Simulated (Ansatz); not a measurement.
**Run report: CoSi$_{2}$, geometry relaxation (part 2 of 2)**

CoSi$_{2}$ (slab, 12 atoms in the cell); DFT PBEsol, scalar-relativistic, plane waves, PAW, no spin polarisation (Ansatz 0.2.0); cutoff 420 eV, 8×6×1 k-mesh, Gaussian smearing of 0.1 eV. The structure derives from an entry of the Crystallography Open Database. The input holds or restrains some coordinates. Forces given for the steps count only the free coordinates. It belongs to a series of runs on one base structure; here: clean slab, lower half held.

Geometry of the input (Å; fractional positions):
```
3.7565  0.0000  0.0000
0.0000  5.3125  0.0000
0.0000  0.0000  22.6348
Co 0.5000  0.5000  0.3755
Si 0.0000  0.7500  0.3755
Si 0.0000  0.2500  0.3755
Co 0.0000  0.0000  0.4585
Si 0.5000  0.2500  0.4585
Si 0.5000  0.7500  0.4585
Co 0.5000  0.5000  0.5415
Si 0.0000  0.7500  0.5415
Si 0.0000  0.2500  0.5415
Co 0.0000  0.0000  0.6245
Si 0.5000  0.2500  0.6245
Si 0.5000  0.7500  0.6245
```

```
WARN: The input density's exchange-correlation potential varies sharply where the density is thin. Do not read a vacuum level from v_tot or v_xc, or from such a field of the output density. On a cell that repeats whose density bears no net charge and no dipole along the vacuum's axis use v_es (v_loc + v_h of the components); under efield.dipole_correction with no amplitude use v_es + v_field, which holds any external_charges[].barrier, or the levels of the report's work_function block, which leave it out; under a non-zero efield.amplitude the vacuum is tilted and has no level; on a cell that repeats and bears such a dipole with no correction it is tilted too, and efield.dipole_correction with no amplitude gives each side of its ramp a level where efield: is served; in a cell that repeats whose density bears a net charge (total_charge, or a fill off its count) it is curved and has none; of a slab under crystal.periodic whose density bears no net charge use v_es, which has a level on each side, short of where the two are joined; of another it falls or rises all the way out and has none; of a slab beside external_charges read slab_vacuum_level instead, which it has where they leave it neutral. The grid or the basis barely resolves most such structure, and the values can differ between equally converged runs; as a rule a tighter scf.convergence.dr2_threshold does not remove it. Where the density itself ripples (under the LDA too) a higher basis.ecutwfc lessens it. The files hold the spikes' plane waves up to the density's cutoff. Files: v_tot and the like, and their columns of v_z.tsv (output.write_potential); v_xc and the like, and their columns of v_comp_z.tsv (output.write_potential_components); where files of the output density stand in their place, no point of their own thin density is over the threshold below, and this is of outcome.potential() and, of a run that writes arrays (npy), the arrays of these names. Measured: with its Gaussian average of σ = 0.25 Å subtracted twice, the exchange-correlation potential is over 0.1 eV at 3078 of the grid points where the equally averaged density (valence and model cores) is under 1e-3 e/Å³, and 0.216 eV at the most among them, at an averaged density of 3.7e-7 e/Å³. See output.write_potential in the manual, Limitations
SCF converged after 6 iterations
Free energy (F): -25345.900832 eV
Harris-Foulkes:  -25345.900832 eV  (|F-HF|=4.25e-7)
Internal energy: -25345.863386 eV  (E = F + TS)
E sigma→0 (E₀):  -25345.882109 eV
Entropy (-TS):   -0.037446 eV (-3.121 meV/atom)
Fermi energy:    1.069658 eV
Dipole field:    D = 0.000851 V/Å  (p = 0.002125 e·Å, saw-weighted, corrected)
Work function:   Φ+ = 5.0071 eV   Φ− = 5.0264 eV
Levels:          The Fermi level and band energies are counted from a zero that moves with the ramp; work functions are not
--- Per-component energies (eV) ---
  E_band       = -2294.234453
  E_kinetic    = 2177.668333
  E_local      = -94178.356991  (includes V_loc(G=0)·N_el)
  E_nonlocal   = 2023.469879
  E_hartree    = 45438.455353
  E_xc         = -1080.166696
  E_vxc        = -1208.385696  (∫ρ·V_xc dr)
  E_paw        = -9928.831005  (= ΣΔE_a)
  E_vpaw       = -1985.534002  (= ΣTr[D̂ρ^β])
  E_aug_tail   = 0.000313  (compensation charges beyond the density's cutoff)
  E_efield     = 0.000001  (sawtooth field / dipole correction)
  E_vefield    = 0.000146  (∫n·V_field dr)
  E_ewald      = 30200.891264
  E_core_change = 1.006162  (= ΣΔE_core)
  E_smearing   = -0.037446  (= −TS)
  E_closure    = 0.000000  (closes the sum)
  Σ components = -25345.900832   (vs F -25345.900832, Δ=0.00e0)
--- Forces (eV/Å), atoms counted from 1 ---
  atom   1  Co     0.00000000     0.00000000    -0.12010076
  atom   2  Si     0.00000000     0.03412094     0.33299435
  atom   3  Si     0.00000000    -0.03412094     0.33299435
  atom   4  Co     0.00000000     0.00000000     0.22453388
  atom   5  Si     0.00000000     0.06125230    -0.38321471
  atom   6  Si     0.00000000    -0.06125230    -0.38321471
  atom   7  Co     0.00000000     0.00000000     0.00063853
  atom   8  Si     0.00000000    -0.00181994    -0.00401422
  atom   9  Si     0.00000000     0.00181994    -0.00401422
  atom  10  Co     0.00000000     0.00000000     0.00651609
  atom  11  Si     0.00000000    -0.00685746    -0.00151876
  atom  12  Si     0.00000000     0.00685746    -0.00151876
  max |Σ_I F_I| component: 8.10e-5 eV/Å
--- Band table (eV; the first three rows and the last of 20) ---
  k-point 0: bands = ["-93.4682", "-93.4075", "-93.2405", "-93.1835", "-57.0031", "-56.9332", "-56.9136", "-56.8684", "-56.8542", "-56.8214", "-56.7609", "-56.7200", "-56.6928", "-56.6741", "-56.6180", "-56.5572", "-11.7268", "-10.2566", "-8.0173", "-7.6288", "-6.4293", "-6.0586", "-5.7212", "-4.5725", "-4.5274", "-3.3265", "-3.0286", "-2.8457", "-2.4076", "-2.1894", "-2.1143", "-1.9026", "-1.8444", "-1.4914", "-1.3527", "-1.1960", "-1.1789", "-1.1087", "-1.0066", "-0.7621", "-0.6078", "-0.4278", "-0.2360", "-0.0686", "0.0085", "0.0237", "0.0340", "0.2841", "0.7769", "1.4335", "2.4487", "2.6963", "3.1616", "3.7098", "3.8587", "4.2225", "4.3520", "4.7053", "4.7243", "4.9714", "5.2547", "5.3128"]
  k-point 1: bands = ["-93.4682", "-93.4075", "-93.2405", "-93.1835", "-57.0031", "-56.9332", "-56.9136", "-56.8684", "-56.8542", "-56.8214", "-56.7609", "-56.7200", "-56.6928", "-56.6741", "-56.6180", "-56.5572", "-11.5852", "-10.1226", "-8.4184", "-7.9372", "-7.0402", "-5.8686", "-5.1100", "-4.8522", "-3.8659", "-3.4049", "-3.0380", "-2.8629", "-2.5392", "-2.1609", "-2.1229", "-1.9616", "-1.8238", "-1.3595", "-1.1356", "-1.1109", "-1.0926", "-1.0821", "-0.8248", "-0.7884", "-0.4667", "-0.3815", "-0.2507", "-0.2288", "0.0386", "0.1364", "0.1546", "0.7597", "0.7785", "1.1449", "2.2739", "3.1255", "3.1945", "3.2064", "3.2891", "3.4725", "3.9378", "4.8206", "4.9249", "4.9549", "5.5333", "5.6517"]
  k-point 2: bands = ["-93.4682", "-93.4075", "-93.2405", "-93.1835", "-57.0031", "-56.9332", "-56.9136", "-56.8684", "-56.8542", "-56.8214", "-56.7609", "-56.7200", "-56.6928", "-56.6741", "-56.6180", "-56.5572", "-11.1634", "-9.7255", "-9.5320", "-8.2646", "-7.3486", "-6.0389", "-5.4491", "-4.1935", "-3.4140", "-2.9839", "-2.8936", "-2.7517", "-2.7122", "-2.2010", "-2.0833", "-2.0426", "-1.6335", "-1.3360", "-0.9990", "-0.9140", "-0.8877", "-0.8394", "-0.7116", "-0.6299", "-0.4411", "-0.4305", "-0.3045", "0.0472", "0.2208", "0.4419", "0.6361", "0.8319", "0.8612", "1.4471", "1.8001", "2.0295", "2.2437", "2.8375", "3.2256", "3.6690", "4.1030", "4.6917", "4.7881", "4.9281", "5.0719", "5.1665"]
  k-point 19: bands = ["-93.4682", "-93.4075", "-93.2405", "-93.1834", "-57.0029", "-56.9331", "-56.9134", "-56.8684", "-56.8557", "-56.8229", "-56.7624", "-56.7198", "-56.6943", "-56.6739", "-56.6179", "-56.5572", "-8.3900", "-8.3511", "-7.9249", "-7.8755", "-7.0447", "-7.0367", "-7.0210", "-6.9404", "-4.0112", "-3.9522", "-3.8378", "-3.7666", "-2.3617", "-2.3443", "-2.2582", "-2.1982", "-1.5167", "-1.4862", "-1.2970", "-1.2722", "-0.9716", "-0.8842", "-0.7344", "-0.7012", "-0.6638", "-0.6535", "-0.5064", "-0.4620", "-0.0873", "-0.0385", "0.3600", "0.3912", "0.4747", "0.6523", "0.9027", "0.9483", "2.6497", "2.6851", "3.1166", "3.1709", "4.3521", "4.3895", "4.7931", "4.8023", "4.8157", "4.9328"]
--- Relaxed structure (4 steps of the walk, 4 accepted, 0 SCFs on fresh bases) ---
  F+E_penalty+E_count = -25345.90083247 eV   max|allowed force component| = 6.857e-3 eV/Å
  atoms:
    - { symbol: Co, position: [0.5, 0.5, 0.37552851930000003] }
    - { symbol: Si, position: [0.0, 0.7500000000000001, 0.37552851930000003] }
    - { symbol: Si, position: [0.0, 0.25, 0.37552851930000003] }
    - { symbol: Co, position: [0.0, 0.0, 0.45850950640000004] }
    - { symbol: Si, position: [0.5, 0.25, 0.45850950640000004] }
    - { symbol: Si, position: [0.5, 0.7500000000000001, 0.45850950640000004] }
    - { symbol: Co, position: [0.5, 0.5, 0.5407830609975448] }
    - { symbol: Si, position: [1.6021601082361956e-36, 0.7520075650219887, 0.5425426754562682] }
    - { symbol: Si, position: [8.010800541180978e-37, 0.24799243497801124, 0.5425426754562682] }
    - { symbol: Co, position: [0.0, 0.0, 0.62527112937536] }
    - { symbol: Si, position: [0.5, 0.24931895600313253, 0.6222897468230459] }
    - { symbol: Si, position: [0.5, 0.7506810439968676, 0.6222897468230459] }
```

Trajectory as extended XYZ (Å, eV, eV/Å), 4 frames, from step=1 to step=4:
```
12
Lattice="3.7565 0.0000 0.0000 0.0000 5.3125 0.0000 0.0000 0.0000 22.6348" Properties=species:S:1:pos:R:3:forces:R:3 step=1 energy=-25345.87470
Co    1.8783    2.6563    8.5000    0.0000   0.0000  -0.0743
Si    0.0000    3.9844    8.5000    0.0000   0.0349   0.3028
Si    0.0000    1.3281    8.5000    0.0000  -0.0349   0.3028
Co    0.0000    0.0000   10.3783    0.0000   0.0000   0.1222
Si    1.8783    1.3281   10.3783    0.0000   0.0902  -0.3240
Si    1.8783    3.9844   10.3783    0.0000  -0.0902  -0.3240
Co    1.8783    2.6563   12.2565    0.0000   0.0000  -0.1221
Si    0.0000    3.9844   12.2565    0.0000   0.0902   0.3241
Si    0.0000    1.3281   12.2565    0.0000  -0.0902   0.3241
Co    0.0000    0.0000   14.1348    0.0000   0.0000   0.0742
Si    1.8783    1.3281   14.1348    0.0000   0.0349  -0.3028
Si    1.8783    3.9844   14.1348    0.0000  -0.0349  -0.3028
12
Lattice="3.7565 0.0000 0.0000 0.0000 5.3125 0.0000 0.0000 0.0000 22.6348" Properties=species:S:1:pos:R:3:forces:R:3 step=2 energy=-25345.89389
Co    1.8783    2.6563    8.5000    0.0000   0.0000  -0.1009
Si    0.0000    3.9844    8.5000    0.0000   0.0325   0.3180
Si    0.0000    1.3281    8.5000    0.0000  -0.0325   0.3180
Co    0.0000    0.0000   10.3783    0.0000   0.0000   0.1661
Si    1.8783    1.3281   10.3783    0.0000   0.0674  -0.3646
Si    1.8783    3.9844   10.3783    0.0000  -0.0674  -0.3646
Co    1.8783    2.6563   12.2443    0.0000   0.0000  -0.0091
Si    0.0000    3.9886   12.2676    0.0000   0.0603   0.1713
Si    0.0000    1.3239   12.2676    0.0000  -0.0603   0.1713
Co    0.0000    0.0000   14.1435    0.0000   0.0000   0.0312
Si    1.8783    1.3267   14.1098    0.0000   0.0266  -0.1694
Si    1.8783    3.9858   14.1098    0.0000  -0.0266  -0.1694
12
Lattice="3.7565 0.0000 0.0000 0.0000 5.3125 0.0000 0.0000 0.0000 22.6348" Properties=species:S:1:pos:R:3:forces:R:3 step=3 energy=-25345.90072
Co    1.8783    2.6563    8.5000    0.0000   0.0000  -0.1247
Si    0.0000    3.9844    8.5000    0.0000   0.0328   0.3340
Si    0.0000    1.3281    8.5000    0.0000  -0.0328   0.3340
Co    0.0000    0.0000   10.3783    0.0000   0.0000   0.2259
Si    1.8783    1.3281   10.3783    0.0000   0.0548  -0.3948
Si    1.8783    3.9844   10.3783    0.0000  -0.0548  -0.3948
Co    1.8783    2.6563   12.2369    0.0000   0.0000   0.0435
Si    0.0000    3.9952   12.2811    0.0000  -0.0003  -0.0140
Si    0.0000    1.3173   12.2811    0.0000   0.0003  -0.0140
Co    0.0000    0.0000   14.1542    0.0000   0.0000  -0.0114
Si    1.8783    1.3251   14.0836    0.0000  -0.0033   0.0079
Si    1.8783    3.9874   14.0836    0.0000   0.0033   0.0079
12
Lattice="3.7565 0.0000 0.0000 0.0000 5.3125 0.0000 0.0000 0.0000 22.6348" Properties=species:S:1:pos:R:3:forces:R:3 step=4 energy=-25345.90083
Co    1.8783    2.6563    8.5000    0.0000   0.0000  -0.1201
Si    0.0000    3.9844    8.5000    0.0000   0.0341   0.3330
Si    0.0000    1.3281    8.5000    0.0000  -0.0341   0.3330
Co    0.0000    0.0000   10.3783    0.0000   0.0000   0.2245
Si    1.8783    1.3281   10.3783    0.0000   0.0613  -0.3832
Si    1.8783    3.9844   10.3783    0.0000  -0.0613  -0.3832
Co    1.8783    2.6563   12.2405    0.0000   0.0000   0.0006
Si    0.0000    3.9950   12.2803    0.0000  -0.0018  -0.0040
Si    0.0000    1.3175   12.2803    0.0000   0.0018  -0.0040
Co    0.0000    0.0000   14.1529    0.0000   0.0000   0.0065
Si    1.8783    1.3245   14.0854    0.0000  -0.0069  -0.0015
Si    1.8783    3.9880   14.0854    0.0000   0.0069  -0.0015
```

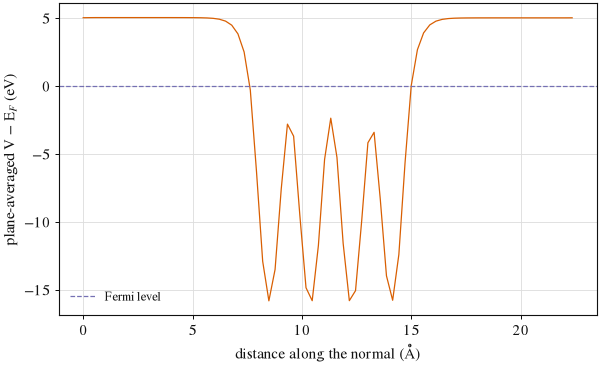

Figure 1. Plane average of the electrostatic potential energy of an electron across the cell, from the Fermi level. The vacuum level lies 5.01 eV above the Fermi level.

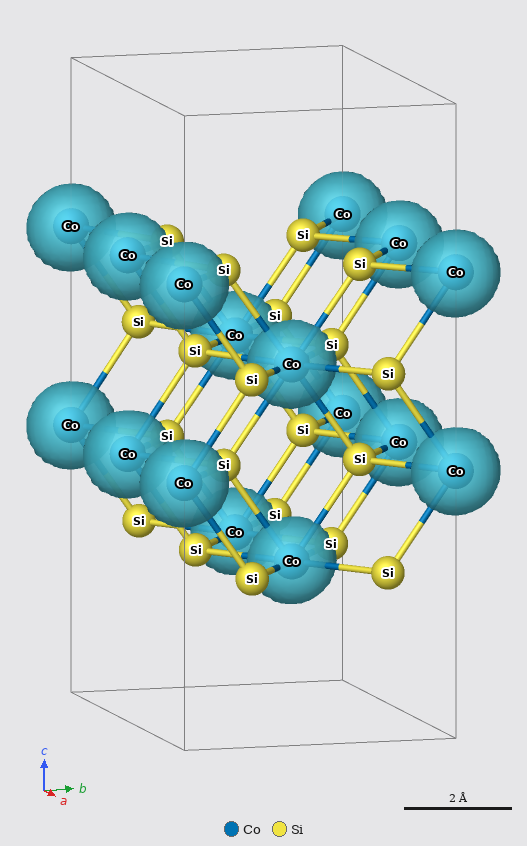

Figure 2. Isosurface of the valence charge density (pseudo) at 1 e/Å³ (cyan), seen slightly off an axis. Sticks mark near contacts. At this value the density breaks into separate islands; it holds about 55 % of the electrons treated as valence (semicore included). It is pinched off along the Co–Si (2.28 Å) contacts. On the grid the lowest density along these lines, outside the cores, is 0.49 e/Å³ (Co–Si, 2.28 Å). The fields are those of the smooth PAW valence density.

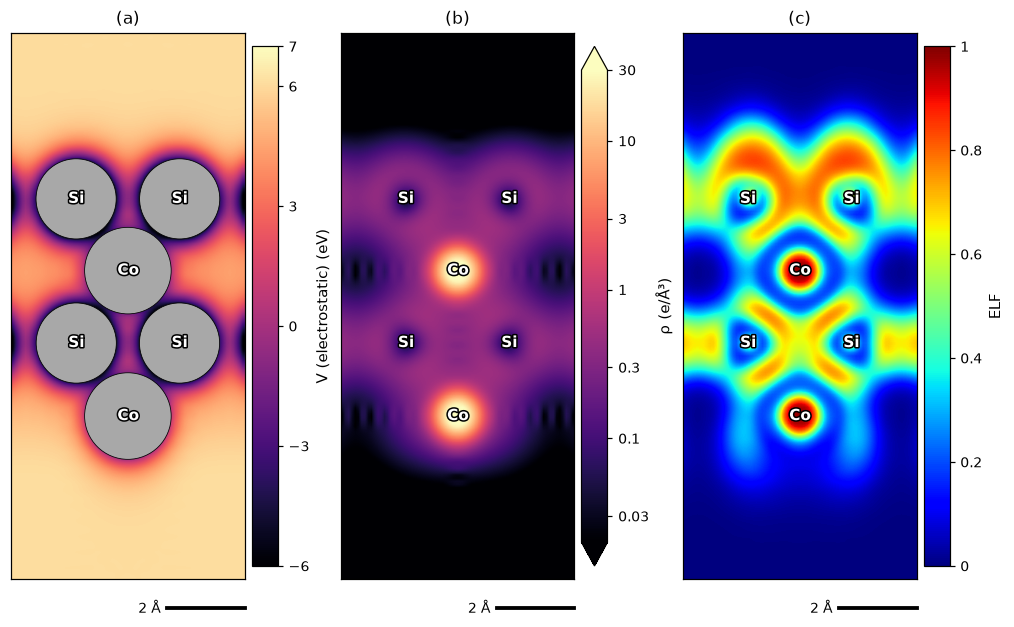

Figure 3. (a) electrostatic potential energy of an electron; (b) valence electron density; (c) electron localisation function on the (100) plane of the calculation cell, a cut from vacuum to vacuum. Grey discs, where drawn, cover atomic cores. The section cuts through Co and Si sites. Co–Si (2.28 Å): the density is about 0.52 e/Å³ at the midpoint; the ELF is about 0.50 at the midpoint. The density dies away to nearly zero in the vacuum. The strong features right at Co lie inside the PAW spheres (semicore, d or f shells) and say nothing about bonding.

Summary:

- outcome: converged under the restraints of the input
- electrons treated: 100
- free energy: −25345.9008 eV
- work function, top face: 5.01 eV
- work function, bottom face: 5.03 eV
- Fermi energy: 1.070 eV
- gap on the k-point mesh: none (metallic)
- final volume: 451.71 Å³
- work function (upper face): 5.01 eV
- largest force (length of the vector) at the end, held atoms and coordinates included: 0.388 eV/Å
- wall time: 2 min (CPU time 3.9 min)
- peak memory: 0.94 GiB

Notes:

The program warns: the exchange-correlation potential is rough where the density is thin. The run has no spin polarisation, so a magnetic state may lie lower.
